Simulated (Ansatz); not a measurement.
**Geometry relaxation, with input and output: ZnO₂ (part 2 of 2)**

The same run, continued: ZnO₂ (Pa-3, 12 atoms in the cell); DFT PBEsol, scalar-relativistic, plane waves, PAW, no spin polarisation (Ansatz 0.2.0); cutoff 420 eV, 6×6×6 k-mesh, Gaussian smearing of 0.02 eV. The structure derives from a Materials Project entry.

Output, continued
```
--- Stress (GPa, compression-positive) ---
       -0.004493      -0.000000       0.000000
       -0.000000      -0.004493       0.000000
        0.000000       0.000000      -0.004493
  P = ⅓ Tr σ = -0.0045 GPa (-0.045 kbar)
--- Band table (eV; the first three rows and the last of 24) ---
  k-point 0: bands = ["-13.7846", "-13.0089", "-13.0089", "-13.0089", "-7.1203", "-7.1203", "-7.1203", "-6.7031", "1.0120", "1.0120", "1.0120", "1.0366", "2.0703", "2.0703", "2.0703", "2.7861", "2.7861", "2.7861", "2.8761", "2.8761", "2.9863", "2.9863", "3.5225", "3.5225", "3.5225", "3.5686", "3.5686", "3.5686", "3.7280", "3.7280", "3.7413", "3.7413", "3.7413", "3.7689", "4.0105", "4.0105", "4.0105", "4.0397", "4.0397", "4.0397", "5.6816", "5.6816", "5.6816", "8.6149", "8.6149", "8.6149", "8.9146", "8.9146", "11.8336", "12.1889", "12.1889", "12.1889", "12.3605", "15.9567", "15.9567", "15.9567", "18.9809", "18.9809", "18.9809", "20.0781"]
  k-point 1: bands = ["-13.7328", "-13.0601", "-13.0020", "-13.0019", "-7.1326", "-7.1271", "-7.1112", "-6.7528", "0.9146", "0.9485", "0.9836", "1.0326", "1.9547", "2.0210", "2.1302", "2.4747", "2.7582", "2.7685", "2.8118", "2.8955", "2.9534", "3.0615", "3.2763", "3.4162", "3.5385", "3.5529", "3.5607", "3.7123", "3.7349", "3.7371", "3.7403", "3.7755", "3.7819", "3.8012", "4.0063", "4.0239", "4.1639", "4.2804", "4.3426", "4.5203", "5.6427", "5.8946", "5.9097", "8.4680", "8.4894", "8.6123", "8.6163", "8.8843", "11.3640", "12.0885", "12.1729", "12.3570", "12.8694", "15.7429", "15.8752", "15.9339", "18.9443", "18.9770", "18.9798", "19.0553"]
  k-point 2: bands = ["-13.5908", "-13.2012", "-12.9881", "-12.9880", "-7.1529", "-7.1436", "-7.0743", "-6.8707", "0.7055", "0.7539", "0.9428", "1.0405", "1.8533", "2.0351", "2.1331", "2.2507", "2.6204", "2.6942", "2.7282", "2.9052", "2.9535", "3.1752", "3.2067", "3.2135", "3.5317", "3.5525", "3.5707", "3.6586", "3.7391", "3.7398", "3.7639", "3.8146", "3.9048", "3.9340", "4.0279", "4.0927", "4.3478", "4.4073", "4.8578", "5.3270", "5.6836", "6.5271", "6.5735", "7.7958", "8.0403", "8.1011", "8.6381", "8.8020", "11.1818", "11.7951", "12.1576", "12.3066", "13.6889", "15.1721", "15.7252", "15.8387", "18.3857", "18.9075", "18.9910", "19.0883"]
  k-point 23: bands = ["-13.1306", "-13.1306", "-13.1306", "-13.1306", "-7.2867", "-7.2867", "-7.2867", "-7.2867", "0.9328", "0.9328", "0.9328", "0.9328", "1.8005", "1.8005", "1.8005", "1.8005", "1.9866", "1.9866", "1.9866", "1.9866", "3.6079", "3.6079", "3.6079", "3.6079", "3.6574", "3.6574", "3.6574", "3.6574", "3.7437", "3.7437", "3.7437", "3.7437", "4.7779", "4.7779", "4.7779", "4.7779", "6.2701", "6.2701", "6.2701", "6.2701", "6.5670", "6.5670", "6.5670", "6.5670", "6.7552", "6.7552", "6.7552", "6.7552", "12.4650", "12.4650", "12.4650", "12.4650", "15.5054", "15.5054", "15.5054", "15.5054", "15.8671", "15.8671", "15.8671", "15.8671"]
--- Relaxed structure (3 steps of the walk, 3 accepted, 1 SCFs on fresh bases) ---
  F+E_penalty+E_count = -17599.47036684 eV   max|allowed force component| = 3.917e-4 eV/Å   (the final SCF, on the basis selected at the relaxed cell)
  cell:  # Å, volume = 115.4154 Å³
    - [4.868792672916794, -4.81482486096809e-34, 0.0]
    - [-4.81482486096809e-34, 4.868792672916794, 0.0]
    - [0.0, 0.0, 4.868792672916794]
  atoms:
    - { symbol: Zn, position: [2.550951610152295e-21, 0.5, 0.5] }
    - { symbol: Zn, position: [0.5, 0.5, 1.6233328428241872e-21] }
    - { symbol: Zn, position: [0.5, 1.8552375346562116e-21, 0.5] }
    - { symbol: Zn, position: [2.5509516101522964e-21, 1.855237534656212e-21, 1.6233328428241872e-21] }
    - { symbol: O, position: [0.41247923964484134, 0.08752076035515863, 0.9124792396448413] }
    - { symbol: O, position: [0.08752076035515863, 0.9124792396448413, 0.41247923964484134] }
    - { symbol: O, position: [0.9124792396448413, 0.41247923964484134, 0.08752076035515863] }
    - { symbol: O, position: [0.5875207603551585, 0.5875207603551585, 0.5875207603551585] }
    - { symbol: O, position: [0.41247923964484134, 0.41247923964484134, 0.41247923964484134] }
    - { symbol: O, position: [0.08752076035515863, 0.5875207603551585, 0.9124792396448413] }
    - { symbol: O, position: [0.9124792396448413, 0.08752076035515863, 0.5875207603551585] }
    - { symbol: O, position: [0.5875207603551585, 0.9124792396448413, 0.08752076035515863] }
```

Trajectory as extended XYZ (Å, eV, eV/Å), 4 frames, from step=1 to step=4
```
12
Lattice="4.8700 0.0000 0.0000 0.0000 4.8700 0.0000 0.0000 0.0000 4.8700" Properties=species:S:1:pos:R:3:forces:R:3 step=1 energy=-17599.46993 pressure_GPa=-0.17
Zn    0.0000    2.4350    2.4350    0.0000   0.0000   0.0000
Zn    2.4350    2.4350    0.0000    0.0000   0.0000   0.0000
Zn    2.4350    0.0000    2.4350    0.0000   0.0000   0.0000
Zn    0.0000    0.0000    0.0000    0.0000   0.0000   0.0000
O     2.0085    0.4265    4.4435    0.0149  -0.0149   0.0149
O     0.4265    4.4435    2.0085   -0.0149   0.0149   0.0149
O     4.4435    2.0085    0.4265    0.0149   0.0149  -0.0149
O     2.8615    2.8615    2.8615   -0.0149  -0.0149  -0.0149
O     2.0085    2.0085    2.0085    0.0149   0.0149   0.0149
O     0.4265    2.8615    4.4435   -0.0149  -0.0149   0.0149
O     4.4435    0.4265    2.8615    0.0149  -0.0149  -0.0149
O     2.8615    4.4435    0.4265   -0.0149   0.0149  -0.0149
12
Lattice="4.8693 0.0000 0.0000 0.0000 4.8693 0.0000 0.0000 0.0000 4.8693" Properties=species:S:1:pos:R:3:forces:R:3 step=2 energy=-17599.47035 pressure_GPa=-0.07
Zn    0.0000    2.4347    2.4347    0.0000   0.0000   0.0000
Zn    2.4347    2.4347    0.0000    0.0000   0.0000   0.0000
Zn    2.4347    0.0000    2.4347    0.0000   0.0000   0.0000
Zn    0.0000    0.0000    0.0000    0.0000   0.0000   0.0000
O     2.0083    0.4263    4.4430    0.0087  -0.0087   0.0087
O     0.4263    4.4430    2.0083   -0.0087   0.0087   0.0087
O     4.4430    2.0083    0.4263    0.0087   0.0087  -0.0087
O     2.8610    2.8610    2.8610   -0.0087  -0.0087  -0.0087
O     2.0083    2.0083    2.0083    0.0087   0.0087   0.0087
O     0.4263    2.8610    4.4430   -0.0087  -0.0087   0.0087
O     4.4430    0.4263    2.8610    0.0087  -0.0087  -0.0087
O     2.8610    4.4430    0.4263   -0.0087   0.0087  -0.0087
12
Lattice="4.8688 0.0000 0.0000 0.0000 4.8688 0.0000 0.0000 0.0000 4.8688" Properties=species:S:1:pos:R:3:forces:R:3 step=3 energy=-17599.47064 pressure_GPa=0.00
Zn    0.0000    2.4344    2.4344    0.0000   0.0000   0.0000
Zn    2.4344    2.4344    0.0000    0.0000   0.0000   0.0000
Zn    2.4344    0.0000    2.4344    0.0000   0.0000   0.0000
Zn    0.0000    0.0000    0.0000    0.0000   0.0000   0.0000
O     2.0083    0.4261    4.4427    0.0004  -0.0004   0.0004
O     0.4261    4.4427    2.0083   -0.0004   0.0004   0.0004
O     4.4427    2.0083    0.4261    0.0004   0.0004  -0.0004
O     2.8605    2.8605    2.8605   -0.0004  -0.0004  -0.0004
O     2.0083    2.0083    2.0083    0.0004   0.0004   0.0004
O     0.4261    2.8605    4.4427   -0.0004  -0.0004   0.0004
O     4.4427    0.4261    2.8605    0.0004  -0.0004  -0.0004
O     2.8605    4.4427    0.4261   -0.0004   0.0004  -0.0004
12
Lattice="4.8688 0.0000 0.0000 0.0000 4.8688 0.0000 0.0000 0.0000 4.8688" Properties=species:S:1:pos:R:3:forces:R:3 step=4 energy=-17599.47037 pressure_GPa=-0.00
Zn    0.0000    2.4344    2.4344    0.0000   0.0000   0.0000
Zn    2.4344    2.4344    0.0000    0.0000   0.0000   0.0000
Zn    2.4344    0.0000    2.4344    0.0000   0.0000   0.0000
Zn    0.0000    0.0000    0.0000    0.0000   0.0000   0.0000
O     2.0083    0.4261    4.4427    0.0004  -0.0004   0.0004
O     0.4261    4.4427    2.0083   -0.0004   0.0004   0.0004
O     4.4427    2.0083    0.4261    0.0004   0.0004  -0.0004
O     2.8605    2.8605    2.8605   -0.0004  -0.0004  -0.0004
O     2.0083    2.0083    2.0083    0.0004   0.0004   0.0004
O     0.4261    2.8605    4.4427   -0.0004  -0.0004   0.0004
O     4.4427    0.4261    2.8605    0.0004  -0.0004  -0.0004
O     2.8605    4.4427    0.4261   -0.0004   0.0004  -0.0004
```

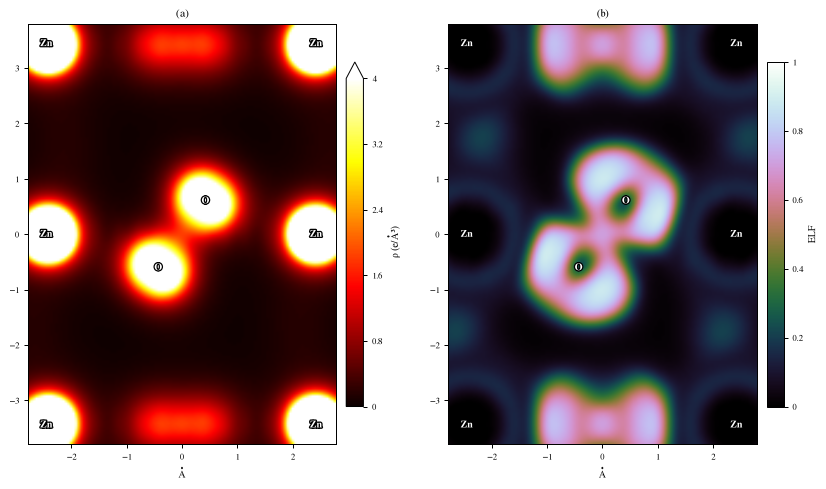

Figure 1. (a) valence pseudo-density; (b) ELF on the (110) plane of the conventional cell. The section cuts through Zn and O sites. O–O (1.48 Å): ρ at the midpoint is about 1.8 e/Å³; the ELF peaks at about 0.70 between the atoms. Zn–O (2.10 Å): ρ at the midpoint is about 0.46 e/Å³; the ELF is about 0.20 at the midpoint. Away from the nuclei the density in this plane falls to 0.04 e/Å³ at its lowest. In a PAW calculation such maps are meaningful between the atoms, not at the nuclei.

The run was set up as follows.

Input file
```yaml
crystal:
  lattice:
    - [4.8700060964, 0.0, 0.0]
    - [0.0, 4.8700060964, 0.0]
    - [0.0, 0.0, 4.8700060964]
  atoms:
    - { symbol: Zn, position: [0.0, 0.5, 0.5] }
    - { symbol: Zn, position: [0.5, 0.5, 0.0] }
    - { symbol: Zn, position: [0.5, 0.0, 0.5] }
    - { symbol: Zn, position: [0.0, 0.0, 0.0] }
    - { symbol: O, position: [0.4124254093, 0.0875745907, 0.9124254093] }
    - { symbol: O, position: [0.0875745907, 0.9124254093, 0.4124254093] }
    - { symbol: O, position: [0.9124254093, 0.4124254093, 0.0875745907] }
    - { symbol: O, position: [0.5875745907, 0.5875745907, 0.5875745907] }
    - { symbol: O, position: [0.4124254093, 0.4124254093, 0.4124254093] }
    - { symbol: O, position: [0.0875745907, 0.5875745907, 0.9124254093] }
    - { symbol: O, position: [0.9124254093, 0.0875745907, 0.5875745907] }
    - { symbol: O, position: [0.5875745907, 0.9124254093, 0.0875745907] }
basis:
  ecutwfc: 420
kpoints:
  mp_grid: { grid: [6, 6, 6] }
hamiltonian:
  xc: pbesol
scf:
  occupations: { method: gaussian, width: 0.02 }
output:
  forces: true
  stress: true
  eigenvalues: true
  write_density: true
  write_potential: true
  elf: true
  volumetric_format: npy
relax:
  adjacent_minimum: "off"
  f_tol: 0.005
  max_steps: 80
  cell: { stress_tol: 0.05 }
```

Run as:
```bash
ansatz run input.yaml --threads 2 --pin off --max-ram 5120MiB --backend cpu --events-out ev --progress --plain --runs-dir out
```

Results in brief

- outcome: converged
- space group (tolerance 0.01 Å): Pa-3 (205)
- electrons treated: 96
- free energy: −17599.4704 eV
- Fermi energy: 10.029 eV
- gap on the k-point mesh: 2.23 eV
- pressure: 0.00 GPa
- final volume: 115.42 Å³
- largest force (length of the vector) at the end: 0.001 eV/Å
- final cell: a = 4.869 Å, b = 4.869 Å, c = 4.869 Å, α = 90.00°, β = 90.00°, γ = 90.00°
- hardware: 2 threads of Arm Neoverse V1, 24 GiB of memory available, shared host
- wall time: 28 s (CPU time 54 s)
- peak memory: 0.48 GiB
